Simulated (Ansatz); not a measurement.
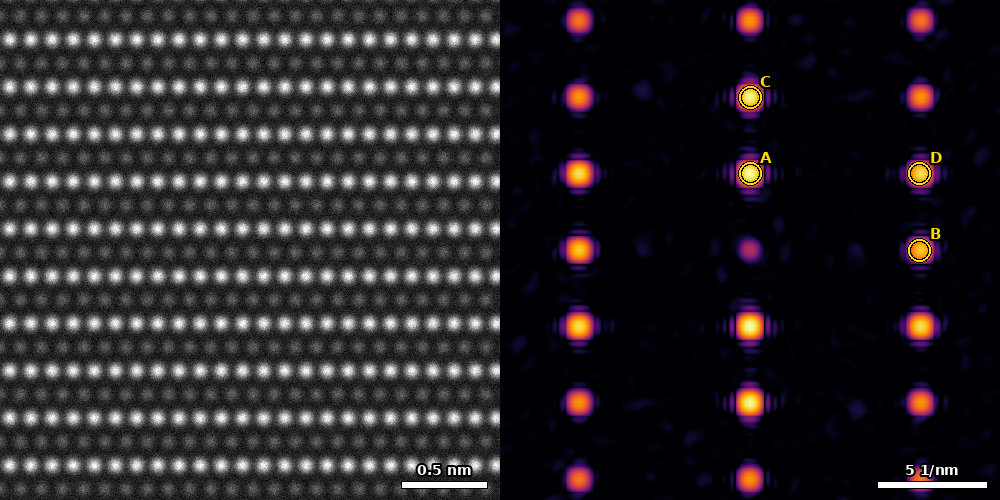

Z-contrast image of a crystal. The image is simulated as a sum over atoms of Z^1.7, blurred by a 0.59 Å probe (no channelling). The probe carries 15 % of its weight in a tail 2.5 times as wide. The display is stretched by a gamma of 0.65; percentages refer to the linear signal. Shot noise was added.

The right panel is the modulus of the image's Fourier transform on a logarithmic scale.

> Which lattice spacings do the marked spots stand for, and what angle do A and B enclose?

A: 2.8 Å, B: 1.3 Å, C: 1.4 Å, D: 1.2 Å; A and B enclose about 90°.

The crystal is AlAs (F-43m, No. 216) along [210]; the spots are (0 0 -2), (2 -4 0), (0 0 -4) and (2 -4 -2). Structure: coordinates from a relaxation with DFT, PAW plane waves, r2scan (Ansatz); the starting structure was generated, so it need not be a known form of this composition.
